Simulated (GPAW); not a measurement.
**STM contrast on a 7-layer slab of Co(0001)**

Wanted: filled- and empty-state images of a 7-layer slab of Co(0001), with its work function.

Main program and level: GPAW 26.7.0; GPAW, PAW setups; slab in vacuum, relaxation, in the first sound run; inputs show where later runs differ.

### 1. The structure

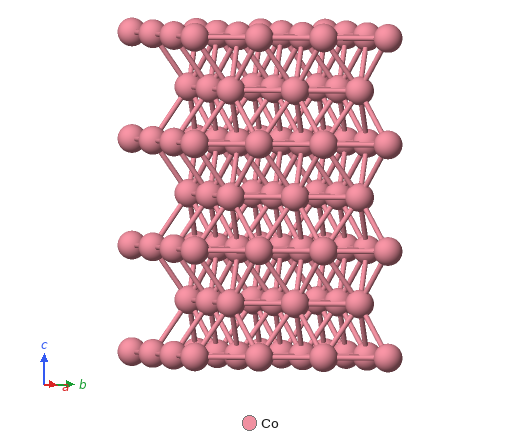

Start, viewed from the side, with the c axis up; cobalt pink. 3×3×1 cells are drawn. Some periodic images of atoms are drawn too.

The cell holds 7 atoms: 7 Co. Cell: a = 2.510 Å, b = 2.510 Å, c = 28.214 Å, α = 90.0°, β = 90.0°, γ = 60.0°. Vacuum lies along c.

Coordinates:

```
Co
1.0
     2.51000    0.00000    0.00000
     1.25500    2.17372    0.00000
     0.00000    0.00000   28.21366
Co
7
Direct
  0.00000 0.00000 0.28355
  0.66667 0.66667 0.35570
  0.00000 0.00000 0.42785
  0.66667 0.66667 0.50000
  0.00000 0.00000 0.57215
  0.66667 0.66667 0.64430
  0.00000 0.00000 0.71645
```

### 2. Relaxation

Forces are removed first; all later runs use this geometry. The lowest 3 atoms are held at bulk positions and keep their forces.

The input, run.py:

```python
import json
import numpy as np
from ase import Atoms
from ase.constraints import FixAtoms
from ase.optimize import BFGS
from gpaw import GPAW, PW

slab = Atoms(
    ['Co', 'Co', 'Co', 'Co', 'Co', 'Co', 'Co'],
    positions=[
        [0.00000, 0.00000, 8.00000],
        [2.51000, 1.44915, 10.03561],
        [0.00000, 0.00000, 12.07122],
        [2.51000, 1.44915, 14.10683],
        [0.00000, 0.00000, 16.14244],
        [2.51000, 1.44915, 18.17805],
        [0.00000, 0.00000, 20.21366]],
    cell=[[2.51, 0.0, 0.0], [1.255, 2.17372, 0.0], [0.0, 0.0, 28.21366]],
    pbc=[True, True, False],
    magmoms=[1.7, 1.7, 1.7, 1.7, 1.7, 1.7, 1.7])

slab.calc = GPAW(mode=PW(400), xc='PBE', kpts={'size': (14, 14, 1), 'gamma': True},
                 occupations={'name': 'fermi-dirac', 'width': 0.1}, nbands='160%',
                 convergence={'density': 1e-05}, maxiter=200,
                 poissonsolver={'dipolelayer': 'xy'},
                 symmetry={'tolerance': 1e-3, 'extra_ids': [1, 1, 1, 0, 0, 0, 0]}, txt='slab.txt')
result = {}
slab.set_constraint(FixAtoms([0, 1, 2]))
path = []
opt = BFGS(slab, maxstep=0.2)
opt.attach(lambda: path.append((slab.get_potential_energy(), slab.positions.tolist(), slab.get_forces().tolist())))
result['relaxed'] = bool(opt.run(fmax=0.03, steps=40))
result['path'] = path
energy = slab.get_potential_energy()
fermi = slab.calc.get_fermi_level()
v = slab.calc.get_electrostatic_potential().mean((0, 1)) - fermi
n = slab.calc.get_pseudo_density().mean((0, 1))
L = slab.cell[2, 2]
z = np.arange(len(v)) * L / len(v)
low, high = slab.positions[:, 2].min(), slab.positions[:, 2].max()
below, above = np.interp([low - 5.8, high + 5.8], z, v)
slopes = [np.interp(x, z, np.gradient(v, z)) for x in (low - 5.8, high + 5.8)]
eps = np.array([[slab.calc.get_eigenvalues(k, s) for k in range(len(slab.calc.get_ibz_k_points()))]
                for s in range(slab.calc.get_number_of_spins())]) - fermi
top, bottom = eps[eps < 0].max(), eps[eps > 0].min()
dipole = slab.get_dipole_moment()[2]
print(f'energy {energy:.4f} eV, Fermi level {fermi:.4f} eV, dipole {dipole:.5f} e A')
print(f'potential 5.8 A off the faces, from the Fermi level: lower {below:.4f} eV, upper {above:.4f} eV')
print(f'slope of the potential there: lower {slopes[0]:.5f}, upper {slopes[1]:.5f} eV/A')
print(f'nearest levels on the mesh: {top:.4f} and {bottom:.4f} eV')
print('magnetic moment', round(slab.get_magnetic_moment(), 3))
result.update(energy=energy, fermi=fermi, dipole=dipole, below=below, above=above, slopes=slopes, edges=[top, bottom],
              z=z.tolist(), v=v.tolist(), n=n.tolist(), positions=slab.positions.tolist(),
              forces=slab.get_forces(apply_constraint=False).tolist(), moments=slab.get_magnetic_moments().tolist())
json.dump(result, open('result.json', 'w'))
```

Started as:

```bash
> OMP_NUM_THREADS=1 OPENBLAS_NUM_THREADS=1 python run.py
```

Output:

```text
Step          Energy          fmax
BFGS:    0      -54.439418        0.388104
BFGS:    1      -54.443169        0.346085
BFGS:    2      -54.452503        0.139536
BFGS:    3      -54.452881        0.077539
BFGS:    4      -54.453139        0.083531
BFGS:    5      -54.454320        0.072222
BFGS:    6      -54.454741        0.089947
BFGS:    7      -54.455064        0.091475
BFGS:    8      -54.455285        0.081158
BFGS:    9      -54.455967        0.074230
BFGS:   10      -54.456489        0.084289
BFGS:   11      -54.457122        0.093368
BFGS:   12      -54.457346        0.079398
BFGS:   13      -54.457561        0.048098
BFGS:   14      -54.457692        0.025217
energy -54.3387 eV, Fermi level 2.8400 eV, dipole 0.00164 e A
potential 5.8 A off the faces, from the Fermi level: lower 4.9969 eV, upper 4.9522 eV
slope of the potential there: lower -0.00053, upper 0.00046 eV/A
nearest levels on the mesh: -0.0053 and 0.0102 eV
magnetic moment 11.683
```

Run time: 1.9 h. Hardware: 1 thread of Arm Neoverse V1, shared host; peak memory 0.33 GiB.

Relaxation path:

```tsv
step	energy less that of the first step (eV)	largest force (eV/Å)
1	0.0000	0.3881
2	-0.0043	0.3461
3	-0.0168	0.1395
4	-0.0168	0.0775
5	-0.0170	0.0835
6	-0.0178	0.0722
7	-0.0184	0.0899
8	-0.0190	0.0915
9	-0.0194	0.0812
10	-0.0206	0.0742
11	-0.0213	0.0843
12	-0.0220	0.0934
13	-0.0221	0.0794
14	-0.0222	0.0481
15	-0.0224	0.0252
```

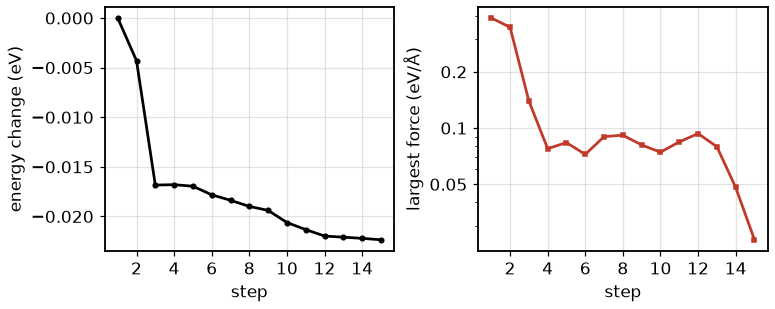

Energy and largest force along the relaxation.

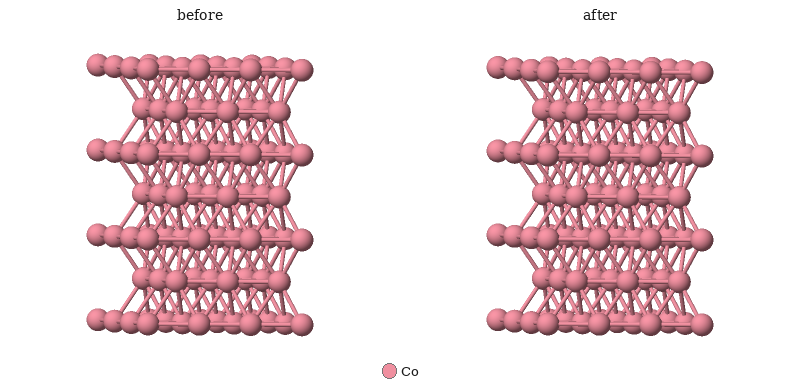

The structure before and after the relaxation, drawn at the same scale.

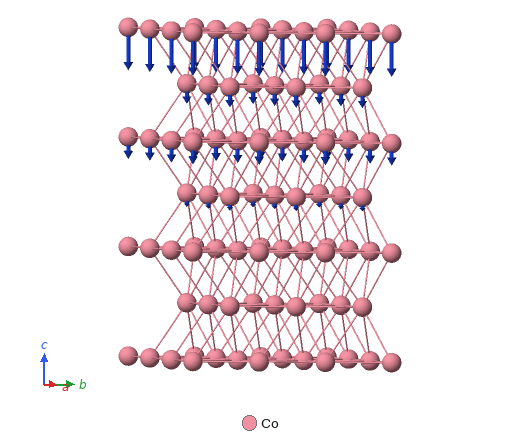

Displacements in the relaxation, exaggerated; the longest in the cell stands for 0.11 Å. 3×3×1 cells are drawn. Some periodic images of atoms are drawn too.

The atoms that moved most (Å):

```tsv
atom	dx	dy	dz	length
Co7	0.000	0.000	-0.111	0.111
Co5	0.000	0.000	-0.045	0.045
Co6	0.000	0.000	-0.039	0.039
Co4	0.000	0.000	-0.018	0.018
```

Final coordinates:

```cif
data_structure
_symmetry_space_group_name_H-M 'P 1'
_symmetry_Int_Tables_number 1
_cell_length_a 2.5100
_cell_length_b 2.5100
_cell_length_c 28.2137
_cell_angle_alpha 90.000
_cell_angle_beta 90.000
_cell_angle_gamma 60.000
_cell_volume 153.94
loop_
_atom_site_label
_atom_site_type_symbol
_atom_site_fract_x
_atom_site_fract_y
_atom_site_fract_z
_atom_site_occupancy
Co1 Co 0.00000 0.00000 0.28355 1
Co2 Co 0.66667 0.66667 0.35570 1
Co3 Co 0.00000 0.00000 0.42785 1
Co4 Co 0.66667 0.66667 0.49935 1
Co5 Co 0.00000 0.00000 0.57056 1
Co6 Co 0.66667 0.66667 0.64293 1
Co7 Co 0.00000 0.00000 0.71252 1
```

This step gave:

```yaml
dipole_along_the_normal: 0.001637 e·Å
levels_nearest_the_fermi_level_on_the_mesh: -0.005272, 0.01018 eV from the Fermi level
upper_work_function: 4.952 eV
lower_work_function: 4.997 eV
site_moments: 1.799, 1.745, 1.698, 1.698, 1.696, 1.731, 1.779 μB
sum_of_the_site_moments: 12.15 μB
```

The electrostatic potential energy of an electron (without an applied field's), less the Fermi level, planar mean oscillates, so the rows of the table below give means over windows of 1.99 Å about each position, cut where the curve ends. Its maxima inside the range that stand out by 2 % of the span (Å: eV): 9.0: -0.706, 11.1: -0.698, 13.1: -0.804, 15.0: -0.921, 17.1: -0.655, 19.1: -1.29. Its minima: 8.0: -23.5, 10.0: -23.9, 12.1: -23.6, 14.1: -23.8, 16.1: -23.8, 18.2: -23.7, 20.1: -23.6.

The electrostatic potential energy of an electron (without an applied field's), less the Fermi level, planar mean by z; means over each step:

```tsv
z (Å)	electrostatic potential energy of an electron (without an applied field's), less the Fermi level, planar mean (eV)
0.99	5.00
2.98	5.00
4.97	4.94
6.96	-2.77
8.95	-10.1
10.94	-10.1
12.93	-10.3
14.92	-10.4
16.91	-10.1
18.90	-11.0
20.89	-6.07
22.88	4.85
24.87	4.95
26.86	4.95
```

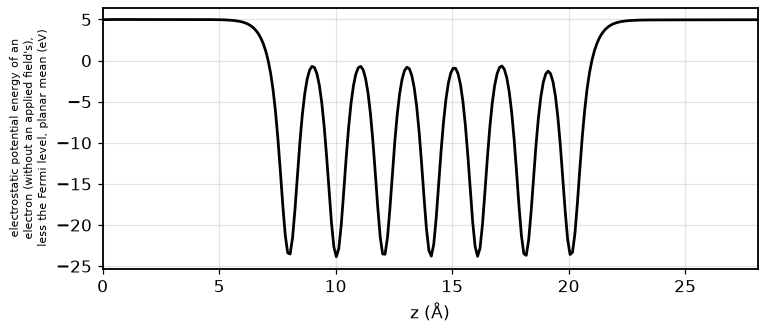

Electrostatic potential energy of an electron (without an applied field's), less the Fermi level, planar mean, plotted against z.

The pseudo valence density, planar mean oscillates, so the rows of the table below give means over windows of 2.09 Å about each position, cut where the curve ends. Its maxima inside the range that stand out by 2 % of the span (Å: e/Å³): 7.9: 1.77, 10.0: 1.81, 12.1: 1.77, 14.0: 1.72, 16.1: 1.80, 18.2: 1.78, 20.1: 1.79. Its minima: 9.0: 0.301, 11.1: 0.300, 13.2: 0.315, 15.0: 0.312, 17.1: 0.297, 19.0: 0.342.

Pseudo valence density, planar mean against z; means over each step:

```tsv
z (Å)	pseudo valence density, planar mean (e/Å³)
3.13	2.2e-5
5.22	0.00414
7.31	0.632
9.40	0.812
11.49	0.809
13.58	0.811
15.67	0.809
17.77	0.802
19.85	0.801
21.95	0.0446
24.03	2.2e-4
26.12	1.9e-6
```

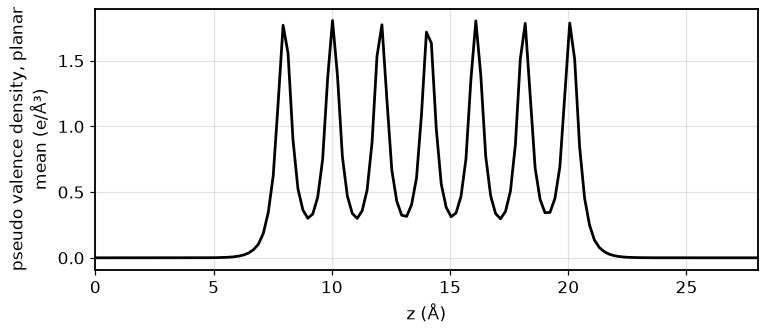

Pseudo valence density, planar mean against z.

Site moment by atom:

```tsv
atom	site moment (μB)
Co1	1.80
Co2	1.75
Co3	1.70
Co4	1.70
Co5	1.70
Co6	1.73
Co7	1.78
```

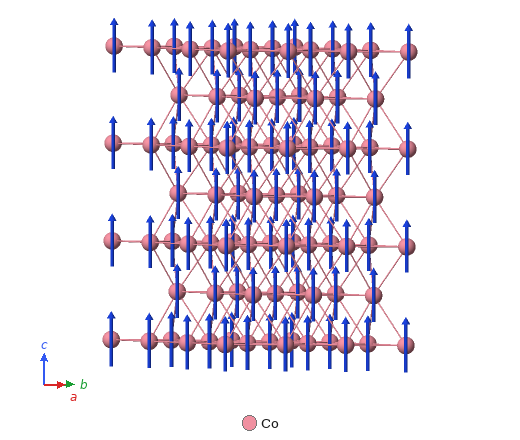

Site moment as arrows, the longest 1.80 μB. Up and down stand for the sign. Arrows give size and sign along the axis of quantisation, drawn up and down the page. 3×3×1 cells are drawn. Some periodic images of atoms are drawn too.

The relaxation lowered the energy of the cell by 0.0224 eV (energies extrapolated to zero smearing; the optimiser's log prints free energies). The largest force left on a free atom is 0.025 eV/Å.

(Part 1 of 2 ends here.)

[Logs are printed without paths, hosts, clocks, repeated set-up lines and the standing remarks that a program may print on its own settings, such as how far it seeks lower states.]

[Hosts, paths, dates, database ids (printed as entryN), source tags and the programs' standing remarks are cut or masked in the printed files.]
